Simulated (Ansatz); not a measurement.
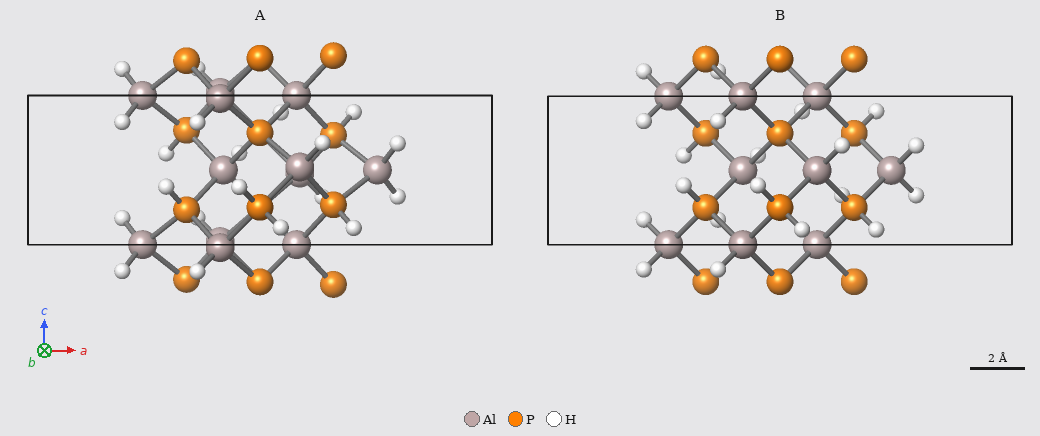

Two geometries of a wire of composition AlPH2, drawn at one scale. One is the start of a relaxation, the other its converged end. The picture is a ball-and-stick view of the cell of the calculation, with the vacuum cut short, seen along the b axis.

Level of theory: DFT PBE, scalar-relativistic, plane waves, PAW in Ansatz 0.2.0. Set-up: plane-wave cutoff 420 eV; k-point mesh 1 × 1 × 6; occupations gaussian; smearing width 0.05 eV; no spin polarisation; cell relaxed at fixed a, b, alpha, beta, gamma; force threshold 0.02 eV/Å; at most 45 steps.

**Which geometry has the lower energy?**

Structure A is the relaxed one. Case: wire along [0 0 1], 16 atoms a period, capped with H. The energy falls by 0.754 eV per cell of the calculation in 4 accepted moves (5 points after the start). The largest force component goes from 1.3 to 0.015 eV/Å. The SCF was repeated once at an unchanged geometry on a basis and grid sized afresh for the cell, which shifted the energy by 1.4 meV per cell of the calculation at most. The largest moves relative to the centre of the atoms, 0.23 Å, are those of Al atoms. Largest moves by element: Al 0.23 Å, P 0.16 Å, H 0.13 Å. Along the periodic axis the drawn cell goes c 5.507 → 5.535 Å (+0.5 %). Some distances before and after: Al–P 2.385 → 2.446 Å, H–P 1.420 → 1.425 Å. Among the angles between lasting bonds that change: H–Al–H 109.5° → 123.6°, P–Al–P 109.5° → 96.3°, Al–P–Al 109.5° → 120.3°. The run took 3.5 min on 4 threads of Arm Neoverse V1, on a shared host, peak memory 2.8 GiB.
